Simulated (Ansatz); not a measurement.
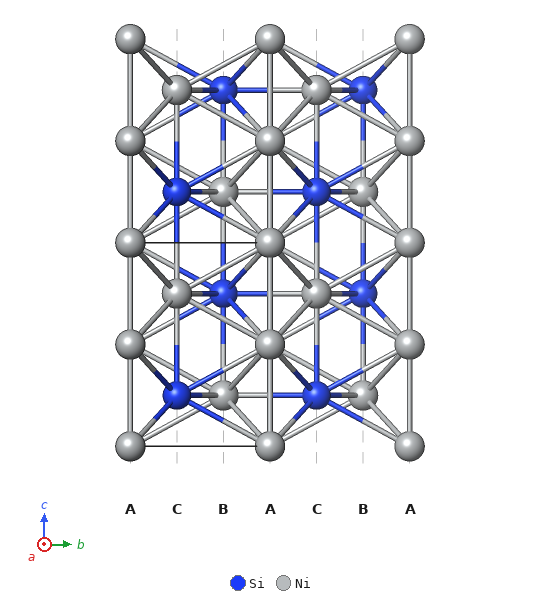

Projection along an edge of the hexagonal mesh, stacking direction c upwards. The dashed lines mark the three columns A (0, 0), B (1/3, 2/3) and C (2/3, 1/3). The sequence starts with the first layer at or above the cell's origin.

SiNi₂. Coordinates: the end point of a relaxation at a target pressure of 15 GPa with DFT PBEsol, scalar-relativistic, plane waves, PAW in Ansatz.

### Read off the stacking sequence over one period.

Ni(A) – Ni(B)+Si(C) – Ni(A) – Si(B)+Ni(C) (four layers in 4.80 Å).

Heights of the layers:

```json
{"layer": "1", "atoms (column)": "Ni(A)", "height (Å)": "0.00", "to next (Å)": "1.20"}
{"layer": "2", "atoms (column)": "Ni(B)+Si(C)", "height (Å)": "1.20", "to next (Å)": "1.20"}
{"layer": "3", "atoms (column)": "Ni(A)", "height (Å)": "2.40", "to next (Å)": "1.20"}
{"layer": "4", "atoms (column)": "Si(B)+Ni(C)", "height (Å)": "3.60", "to next (Å)": "1.20"}
```
